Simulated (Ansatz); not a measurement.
WC: several calculations on one system

**1. Relaxation**

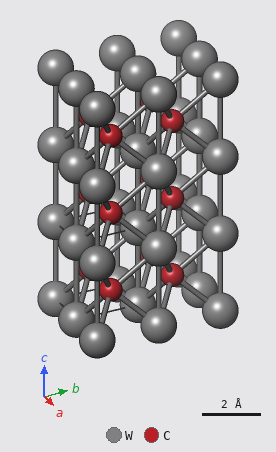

Starting structure of solid WC (set up in P-6m2). The picture is a ball-and-stick view of the cell of the calculation, repeated 2 × 2 × 3 with one cell outlined, seen slightly off an axis.

Case: biaxial strain in the a-b plane of +3.0 %; c and atoms relaxed.

These are results of DFT r2SCAN, scalar-relativistic, plane waves, PAW (Ansatz 0.2.0), not measurements.

Input file:
```yaml
crystal:
  lattice:
    - [2.9994587752, 0.0, 0.0]
    - [-1.4997293876, 2.5976074969, 0.0]
    - [0.0, 0.0, 2.7851395352]
  atoms:
    - { symbol: W, position: [0.0, 0.0, 0.0] }
    - { symbol: C, position: [0.6666666667, 0.3333333333, 0.5] }
basis:
  ecutwfc: 500
kpoints:
  mp_grid: { grid: [24, 24, 18] }
hamiltonian:
  xc: r2scan
scf:
  occupations: { method: gaussian, width: 0.1 }
output:
  forces: true
  stress: true
  eigenvalues: true
relax:
  adjacent_minimum: "off"
  f_tol: 0.008
  max_steps: 40
  cell: { stress_tol: 0.015, fix: [a, b, gamma] }
```

Launched with:
```bash
ansatz run input.yaml --threads 1 --pin off --max-ram 2560MiB --backend cpu --events-out ev --progress --plain --runs-dir out
```

Question: What does the optimiser find from here?

Answer: After 2 accepted moves (4 points after the start) the energy has fallen by 2.2 meV per atom. All forces vanish by symmetry, so only the cell relaxes. The pressure goes from −12.69 to −15.99 GPa. The line search rejected the trial step at point 1 of the run. At 1 point the geometry stayed and the basis and grid were re-selected for the new cell (energy shift of less than 0.05 meV per atom at most each time). No atom moves by more than 0.005 Å relative to the cell. The volume changes by +0.8 %, with a = b unchanged at 2.999 Å, c 2.785 → 2.808 Å (+0.8 %). Near-neighbour distances that change, for instance: W1–W1 2.785 → 2.808 Å, W1–C2 2.222 → 2.229 Å. The space group stays P-6m2 (No. 187).

Step by step:

```json
{"step": "0", "E − E(0), meV/atom": "0.00", "pressure, GPa": "-12.69", "volume, Å³/atom": "10.850", "note": ""}
{"step": "1", "E − E(0), meV/atom": "0.26", "pressure, GPa": "-19.28", "volume, Å³/atom": "11.034", "note": "rejected"}
{"step": "2", "E − E(0), meV/atom": "-2.13", "pressure, GPa": "-16.08", "volume, Å³/atom": "10.942", "note": ""}
{"step": "3", "E − E(0), meV/atom": "-2.13", "pressure, GPa": "-15.99", "volume, Å³/atom": "10.940", "note": ""}
{"step": "4", "E − E(0), meV/atom": "-2.17", "pressure, GPa": "-15.99", "volume, Å³/atom": "10.940", "note": "same geometry, new basis"}
```

**2. Relaxation**

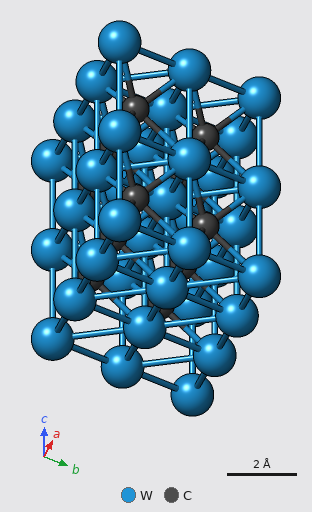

Starting structure of a crystal of WC (set up in P-6m2). A ball-and-stick model of the cell of the calculation, repeated 3 × 2 × 2 with one cell outlined, seen from a free direction.

Case: biaxial strain in the a-b plane of -3.0 %; c and atoms relaxed.

The calculation used DFT r2SCAN, scalar-relativistic, plane waves, PAW in Ansatz.

Input file:
```yaml
crystal:
  lattice:
    - [2.8247330213, 0.0, 0.0]
    - [-1.4123665106, 2.4462905554, 0.0]
    - [0.0, 0.0, 2.8872424102]
  atoms:
    - { symbol: W, position: [0.0, 0.0, 0.0] }
    - { symbol: C, position: [0.6666666667, 0.3333333333, 0.5] }
basis:
  ecutwfc: 500
kpoints:
  mp_grid: { grid: [24, 24, 18] }
hamiltonian:
  xc: r2scan
scf:
  occupations: { method: gaussian, width: 0.1 }
output:
  forces: true
  stress: true
  eigenvalues: true
relax:
  adjacent_minimum: "off"
  f_tol: 0.008
  max_steps: 40
  cell: { stress_tol: 0.015, fix: [a, b, gamma] }
```

Command:
```bash
ansatz run input.yaml --threads 1 --pin off --max-ram 2560MiB --backend cpu --events-out ev --progress --plain --runs-dir out
```

Question: Where does the relaxation end?

Answer: After 3 accepted moves (4 points after the start) the energy has fallen by 1.5 meV per atom. All forces vanish by symmetry, so only the cell relaxes. Pressure: 17.53 GPa at the start and 20.89 GPa at the end. The SCF was repeated once at an unchanged geometry on a basis and grid sized afresh for the cell, which shifted the energy by less than 0.05 meV per atom at most. No atom moves by more than 0.005 Å relative to the cell. Cell: a = b unchanged at 2.825 Å, c 2.887 → 2.868 Å (−0.7 %). Volume −0.7 %. Near-neighbour distances that change, for instance: W1–W1 2.887 → 2.868 Å, W1–C2 2.178 → 2.172 Å. The space group stays P-6m2 (No. 187). Cost: 3.2 min on 1 thread of Arm Neoverse V2 (shared host), peak memory 0.61 GiB.

**3. A change**

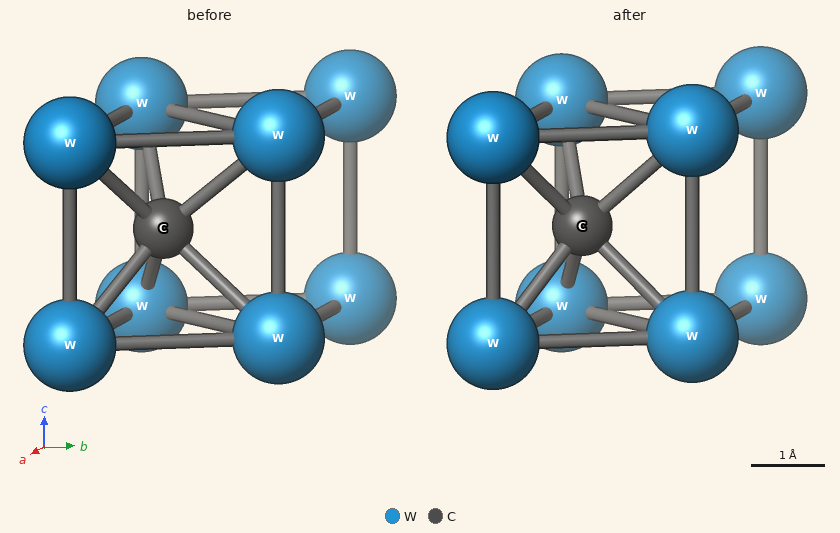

Left: crystalline WC (set up in P-6m2). Right: the same structure after one change, at the same scale. Style: ball-and-stick. Shown: the cell of the calculation, slightly off an axis.

Theory: DFT r2SCAN, scalar-relativistic, plane waves, PAW in Ansatz. Settings: plane-wave cutoff 500 eV; k-point mesh 24 × 24 × 18; occupations gaussian; smearing width 0.1 eV; no spin polarisation.

**What was changed?**

Biaxial strain in the a–b plane, −4.5 %, is applied. The c axis and the atoms are relaxed.

**And its effect?**

Energy change: +135 meV per atom. Pressure: 0.0 GPa before, 33.4 GPa after. The principal stresses (compression positive) are 0.0 GPa along c and 50.1 GPa across it. The volume changes by −7.2 %, with a = b 2.912 → 2.781 Å (−4.5 %), c 2.836 → 2.886 Å (+1.8 %). No atom moves by more than 0.005 Å relative to the cell. Some distances before and after: W–W 2.912 → 2.781 Å, W–W 2.836 → 2.886 Å, C–W 2.199 → 2.159 Å. The space group stays P-6m2 (No. 187).
